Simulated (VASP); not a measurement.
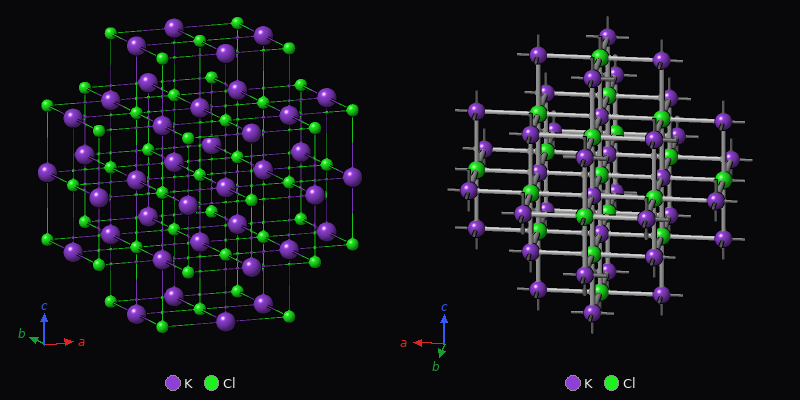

Left: the structure. Right: its underlying net. Nodes are coloured by element. Short stubs are edges that leave the cut-out.

KCl (space group Fm-3m, No. 225). Coordinates: an entry of the Crystallography Open Database, as set up for an electronic-structure calculation.

Bonds are taken as Cl–K below 3.5 Å; no other contact counts. The graph is simplified in the usual way: terminal and isolated atoms are pruned, two-connected atoms become edges.

The result is a uninodal 6-connected, three-periodic net: K and Cl are 6-connected nodes. It is the pcu net, known from NaCl, ReO3 and the B-X framework of perovskite. It is a single net, without interpenetration.

| node | links | point symbol | coordination sequence |
| --- | --- | --- | --- |
| K and Cl | 6 | 4^12.6^3 | 6 18 38 66 102 146 198 258 326 402 |
